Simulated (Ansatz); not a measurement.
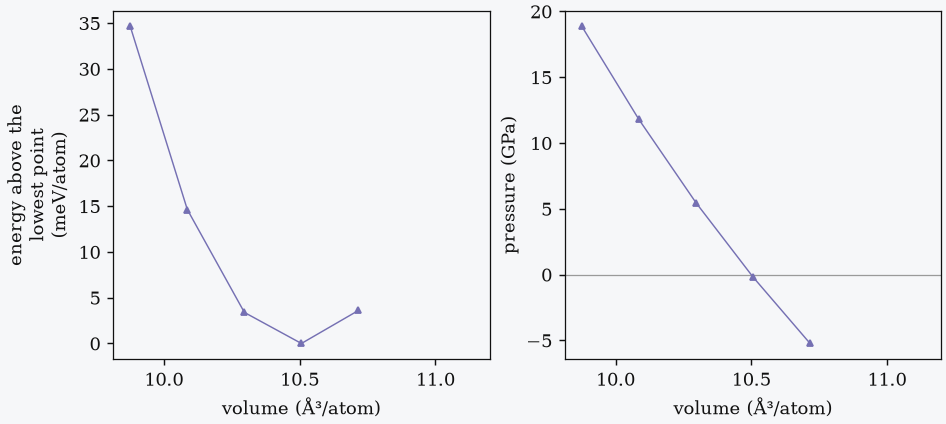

The picture above shows the energy above the lowest point and pressure against volume for Fe, space group Im-3m (No. 229) (one of a set of cubic test structures, which need not be the stable phase).

How it was computed, with Ansatz 0.2.0 development build: equation of state of a cubic crystal from periodic Kohn-Sham density functional theory without spin, third-order Birch-Murnaghan fit to the free energies; pressure corrected for the finite basis. Level: PBE.

```tsv
setting	value
structure type	bcc
atoms in cell	1
space group number	229
lattice centring	body-centred primitive
k mesh	19×19×19
occupation method	Fermi–Dirac
occupation width	0.06123 eV
wave cutoff	700 eV
datasets	hard PAW
density tolerance	1e-09 eV
bands	12
density cutoff ratio	4
search for lower states	default
```

The points at volume 10.93 Å³/atom and 11.14 Å³/atom are left out of the plot. What values does the calculation give there?

```json
{"volume (Å³/atom)": "10.93", "energy above the lowest point (meV/atom)": "13.5", "pressure (GPa)": "-9.7"}
{"volume (Å³/atom)": "11.14", "energy above the lowest point (meV/atom)": "29.0", "pressure (GPa)": "-13.8"}
```

Limits of the calculation: known magnet treated without spin, far from its ground state; modest k-mesh, values are not fully converged in k.
